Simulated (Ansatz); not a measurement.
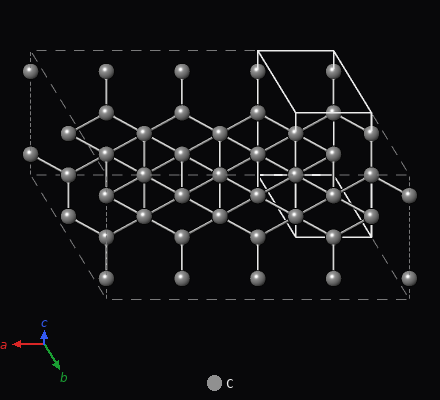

C (R-3m, No. 166): the geometry relaxed with Ansatz 0.2.0, DFT PBE, scalar-relativistic, plane waves, PAW; the starting structure was generated, so it need not be a known form of this composition.

```cif
data_structure
_symmetry_space_group_name_H-M 'R-3m:H'
_symmetry_Int_Tables_number 166
_cell_length_a 2.4665
_cell_length_b 2.4665
_cell_length_c 12.6433
_cell_angle_alpha 90.000
_cell_angle_beta 90.000
_cell_angle_gamma 120.000
_cell_volume 66.61
loop_
_atom_site_label
_atom_site_type_symbol
_atom_site_symmetry_multiplicity
_atom_site_Wyckoff_symbol
_atom_site_fract_x
_atom_site_fract_y
_atom_site_fract_z
_atom_site_occupancy
C1 C 6 c 0.00000 0.00000 0.16666 1
```

Q: What will a projected-potential map along [121] show? Computed as the sum of neutral-atom potentials (tabulated electron scattering factors, B = 0.5 Å²) projected along the beam and smoothed by 0.25 Å; brighter is more positive. The display is stretched by a gamma of 0.6; percentages refer to the linear signal.

A: The projected structure repeats with a cell of 1.35 × 1.41 Å, 119°. All columns are alike (C). The shortest distance between visible columns is 1.35 Å in projection. Along the beam the structure repeats every 13.35 Å.

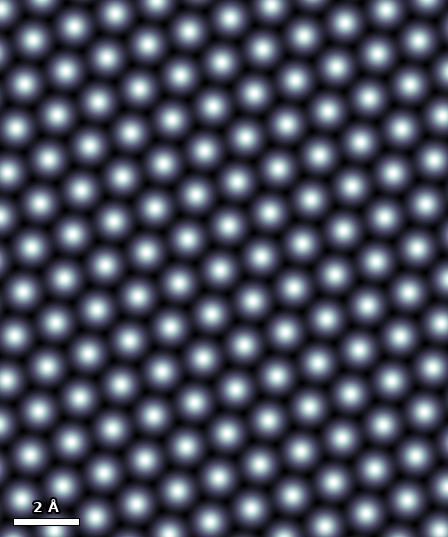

The simulated image.

Q: What mean inner potential do neutral atoms give for this crystal?

A: About 11 V (the sum of the forward scattering factors over the cell volume; bonding usually lowers the true value).
